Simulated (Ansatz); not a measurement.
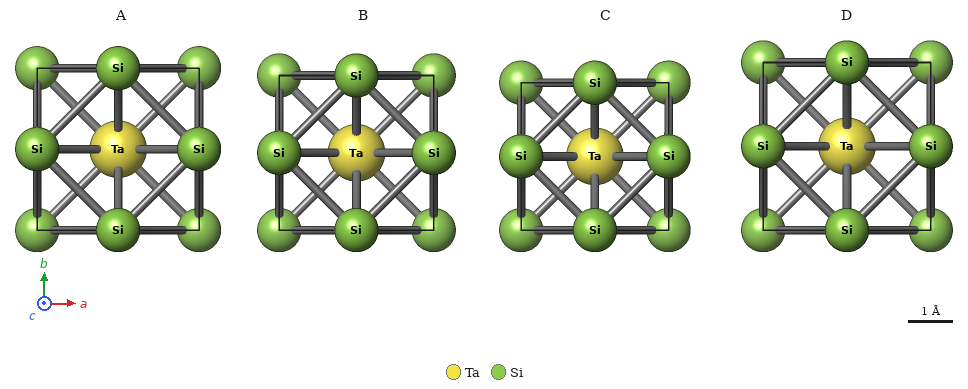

4 geometries from one relaxation of solid TaSi$_{3}$ (a generated structure, set up in Pm-3m) (coarse preliminary run), in shuffled order. A ball-and-stick model of the cell of the calculation, seen along the c axis.

Case: Ru → Si on all its sites, cell and atoms relaxed.

Theory: Ansatz, DFT PBEsol, scalar-relativistic, plane waves, PAW. Settings: plane-wave cutoff 420 eV; k-point mesh 6 × 6 × 6; occupations gaussian; smearing width 0.1 eV; no spin polarisation; cell and atoms relaxed; force threshold 0.05 eV/Å; at most 60 steps.

### Order the frames from highest to lowest energy.

C, B, A, D. They are steps 0, 1, 2, 6, at +5.318 eV per cell of the calculation, +1.944 eV per cell of the calculation, +0.358 eV per cell of the calculation relative to the last. No atom moves by more than 0.005 Å relative to the cell. The drawn cell changes as follows: a = b = c 3.390 → 3.854 Å (+13.7 %); the volume changes by +47.0 %. Some distances before and after: Ta–Ta 3.390 → 3.854 Å, Si–Ta 2.397 → 2.725 Å, Si–Si 2.397 → 2.725 Å. The space group stays Pm-3m (No. 221). After 5 accepted moves (6 points after the start) the energy has fallen by 5.318 eV per cell of the calculation. All forces vanish by symmetry, so only the cell relaxes. The pressure goes from 128.97 to 0.40 GPa. The SCF was repeated once at an unchanged geometry on a basis and grid sized afresh for the cell, which shifted the energy by 31.3 meV per cell of the calculation at most. Cost: 6.4 s on 1 thread of Arm Neoverse V2, on a shared host, peak memory 0.32 GiB.
